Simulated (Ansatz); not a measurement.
System: Cd.

```
CELL_PARAMETERS angstrom
2.55849 -2.55849 0.00000
2.55849 2.55849 0.00000
0.00000 0.00000 3.21960
ATOMIC_POSITIONS crystal
Cd 0.00000 0.00000 0.00000
Cd 0.50000 0.50000 0.50000
```

Space group I4/mmm; a structure from a database of computed crystals, not necessarily the ambient phase; computed pressure about 5 GPa in this cell.

All numbers below come from Ansatz 0.2.0, DFT PBE, scalar-relativistic, plane waves, PAW.

Q: What will maps of the valence pseudo-density and electron localisation function show?

A: Cd–Cd (3.02 Å): the density is about 0.18 e/Å³ at the midpoint; the ELF is about 0.20 at the midpoint: no localised pair shows between them.
Cd–Cd (3.22 Å): the density is about 0.15 e/Å³ at the midpoint; the ELF is about 0.25 at the midpoint (no localised pair shows between them).

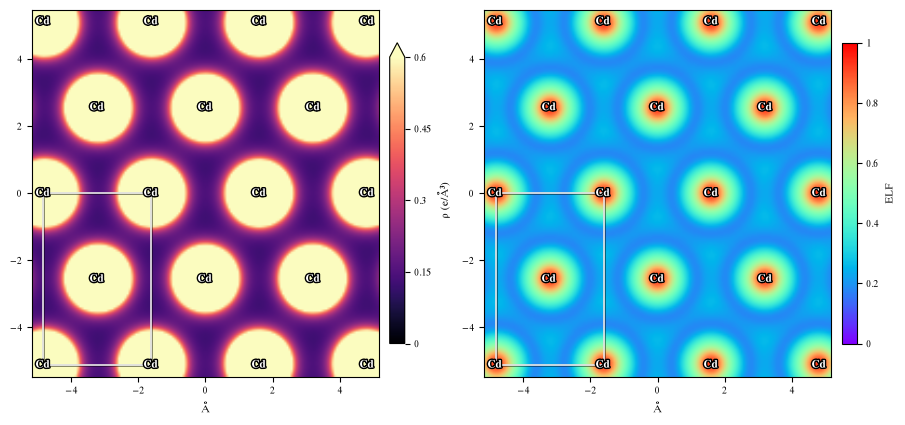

Computed valence pseudo-density and electron localisation function on the (110) plane of the conventional cell, in this order. 
